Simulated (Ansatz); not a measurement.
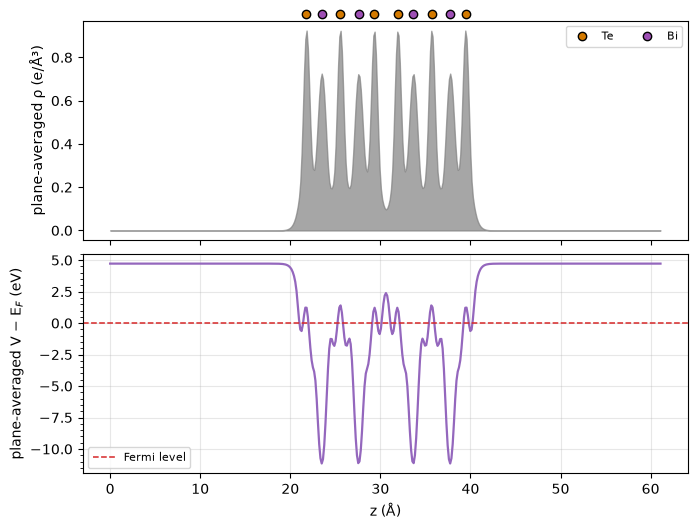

*Bi2Te3 (slab). Plane average of the electrostatic potential (local pseudopotential plus Hartree) felt by an electron and of the valence pseudo-density across the slab. Circles mark the heights of the atoms.*

These are results of DFT PBE+D3(BJ), scalar-relativistic, plane waves, PAW (Ansatz 0.2.0), not measurements.

Core electrons are frozen (PAW), and the valence fields are smoothed inside the atomic spheres.

```yaml
crystal:
  lattice:
    - [4.36939, 0.00000, 0.00000]
    - [-2.18470, 3.78401, 0.00000]
    - [0.00000, 0.00000, 61.23722]
  atoms:
    - { symbol: Te, position: [0.00000, 0.00000, 0.35559] }
    - { symbol: Bi, position: [0.33333, 0.66667, 0.38384] }
    - { symbol: Te, position: [0.66667, 0.33333, 0.41714] }
    - { symbol: Bi, position: [0.00000, 0.00000, 0.45032] }
    - { symbol: Te, position: [0.33333, 0.66667, 0.47876] }
    - { symbol: Te, position: [0.66667, 0.33333, 0.52124] }
    - { symbol: Bi, position: [0.00000, 0.00000, 0.54968] }
    - { symbol: Te, position: [0.33333, 0.66667, 0.58286] }
    - { symbol: Bi, position: [0.66667, 0.33333, 0.61616] }
    - { symbol: Te, position: [0.00000, 0.00000, 0.64441] }
```

**How far above the Fermi level of the calculation is the vacuum level?**

4.7 eV. The slab has a gap, so the Fermi level lies inside it and this isn't a work function in the metallic sense.

**What are the slab's thickness and the vacuum gap?**

The outermost nuclei are 17.7 Å apart, in 10 atomic planes; the vacuum between periodic images is 43.6 Å wide.
